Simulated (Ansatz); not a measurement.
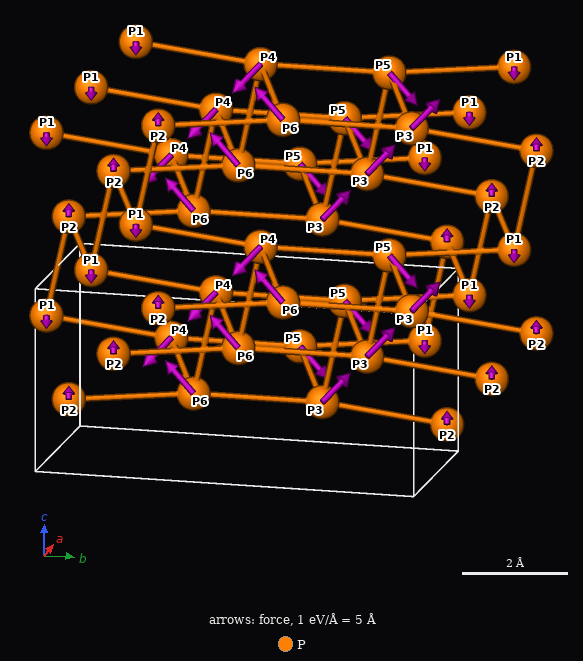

Starting geometry of crystalline P (a generated structure, set up in Pmma) (coarse preliminary run) with the computed forces as purple arrows. A ball-and-stick model of the cell of the calculation, repeated 3 × 1 × 2 with one cell outlined, seen from a free direction.

Method: DFT PBE, scalar-relativistic, plane waves, PAW in Ansatz.

Input file:
```yaml
crystal:
  lattice:
    - [3.4414189418, 0.0, 0.0]
    - [0.0, 7.444168056, 0.0]
    - [0.0, 0.0, 3.6073715555]
  atoms:
    - { symbol: P, position: [0.25, 0.0, 0.7914979815] }
    - { symbol: P, position: [0.75, 0.0, 0.2085020185] }
    - { symbol: P, position: [0.75, 0.6701491996, 0.2851962347] }
    - { symbol: P, position: [0.25, 0.3298508004, 0.7148037653] }
    - { symbol: P, position: [0.25, 0.6701491996, 0.7148037653] }
    - { symbol: P, position: [0.75, 0.3298508004, 0.2851962347] }
basis:
  ecutwfc: 420
kpoints:
  mp_grid: { grid: [6, 4, 6] }
hamiltonian:
  xc: pbe
scf:
  occupations: { method: gaussian, width: 0.1 }
  lower_state_search: "off"
output:
  forces: true
  stress: true
  eigenvalues: true
relax:
  adjacent_minimum: "off"
  f_tol: 0.04
  max_steps: 70
  cell: { stress_tol: 0.4 }
```

Launched with:
```bash
ansatz run input.yaml --threads 1 --pin off --max-ram 2560MiB --backend cpu --events-out ev --progress --plain --runs-dir out
```

Is this structure relaxed? If not, where do the atoms go?

It isn't relaxed: the largest force vector, on P atoms, is 0.17 eV/Å. The atoms end up moving mostly along the starting forces (cosine between the two patterns 0.96). The largest moves relative to the cell, 0.052 Å, are those of P3, P4, P5 and P6. P4 goes along [0 −1 −2]. The volume changes by +3.0 %, with a 3.441 → 3.431 Å (−0.3 %), b 7.444 → 7.592 Å (+2.0 %), c 3.607 → 3.655 Å (+1.3 %). Among the contacts that change: P3–P6 2.533 → 2.662 Å, P3–P5 2.316 → 2.281 Å, P1–P4 2.471 → 2.485 Å, P1–P2 2.286 → 2.292 Å. The space group stays Pmma (No. 51). Over 4 accepted moves (6 points after the start) the energy falls by 5.8 meV per atom. Largest force component: 0.12 eV/Å at the start, 0.002 eV/Å at the end. Pressure: 0.72 GPa at the start and −0.03 GPa at the end. The line search rejected the trial step at point 4 of the run. The SCF was repeated once at an unchanged geometry on a basis and grid sized afresh for the cell, which shifted the energy by 0.1 meV per atom at most. Cost: 77 s on 1 thread of Intel(R) Xeon(R) Processor @ 2.50GHz (Skylake/Cascade Lake) (shared host), peak memory 0.4 GiB.
